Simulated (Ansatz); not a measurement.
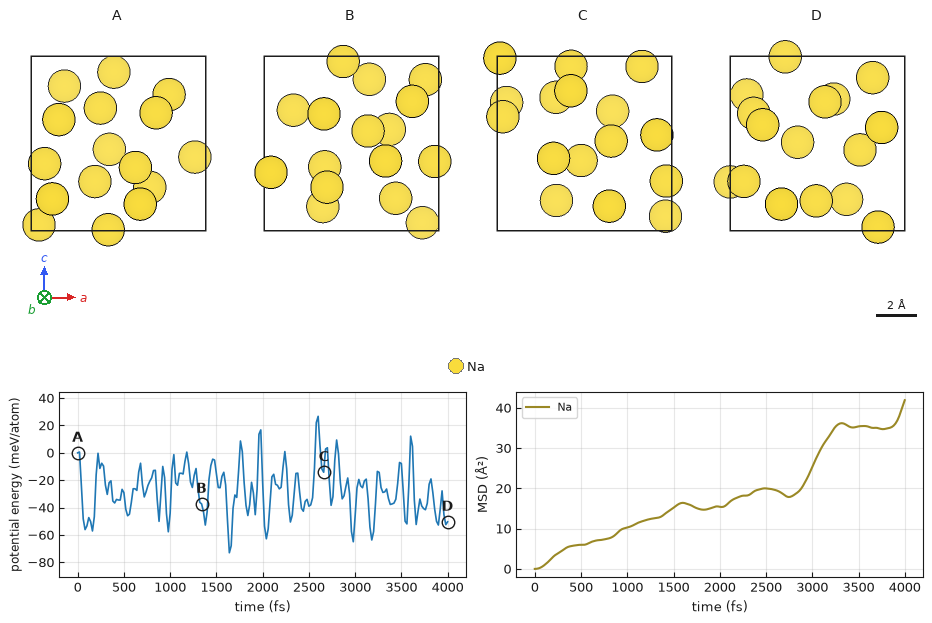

Molecular dynamics of a 16-atom cell of Na, 4.00 ps long. It starts from the last geometry of an earlier run, with fresh velocities. Frames (A at 0 fs, B at 1.34 ps, C at 2.66 ps, D at 4.00 ps) and the history of the run. Style: spheres-only. Shown: the simulation cell, along the b axis. Atoms that leave the cell re-enter on the other side.

Theory: DFT PBE, scalar-relativistic, plane waves, PAW (Ansatz 0.2.0). Settings: plane-wave cutoff 420 eV; k-point mesh 1 × 1 × 1; Fermi-Dirac smearing 0.11 eV; low-accuracy preset; volume 1.15 times that of the relaxed crystal; constant energy (NVE); velocities drawn for 780 K; time step 20 fs.

What do the frames and curves show?

Over the second half the temperature averages 1010 K (spread ±147 K). The potential energy in the second half lies on average 28.6 meV per atom below the first frame. In the second half of the run the atoms are, in the root-mean-square, this far from where they began (common drift taken out): Na 5.17 Å. That is a large part of the typical shortest distance between atoms in the first frame, about 3.0 Å and still growing: the atoms leave their places as in a liquid. The total energy moves between −3.7 and 2.2 meV per atom from its start, in jumps that begin near 0 fs. That is too much for reliable dynamics. The time step of 20 fs is long for the fastest vibrations here (lightest element sodium).

Limits of the set-up: the k-point mesh is coarse for a cell with partly filled bands; the program's low-accuracy preset was used.

Cost: 8.3 min on 1 thread of Intel(R) Xeon(R) 6975P-C (Granite Rapids), on a shared host, peak memory 0.7 GiB.
